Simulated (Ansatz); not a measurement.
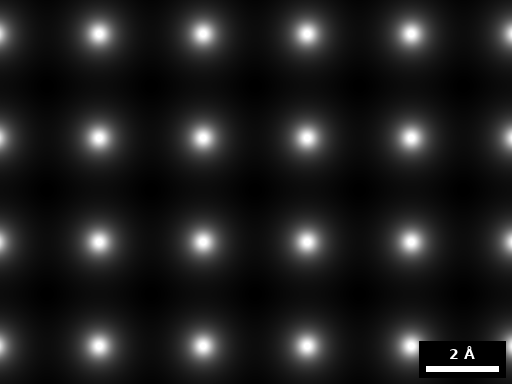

Map of the projected electrostatic potential of Ho (Im-3m, No. 229) along [001]. Computed as the sum of neutral-atom potentials (tabulated electron scattering factors, B = 0.5 Å²) projected along the beam and smoothed by 0.25 Å; brighter is more positive. The display is stretched by a gamma of 0.7; percentages refer to the linear signal. Structure used: the input geometry of a calculation; the starting structure was generated, so it need not be a known form of this composition.

Interpret the image.

Answer. The columns repeat on a square net with a repeat of 2.91 Å (plane group p4mm). All columns are alike (Ho). The shortest distance between visible columns is 2.91 Å in projection. Along the beam the structure repeats every 4.12 Å.

What mean inner potential do neutral atoms give for this crystal?

Answer. About 20 V (the sum of the forward scattering factors over the cell volume; bonding usually lowers the true value).
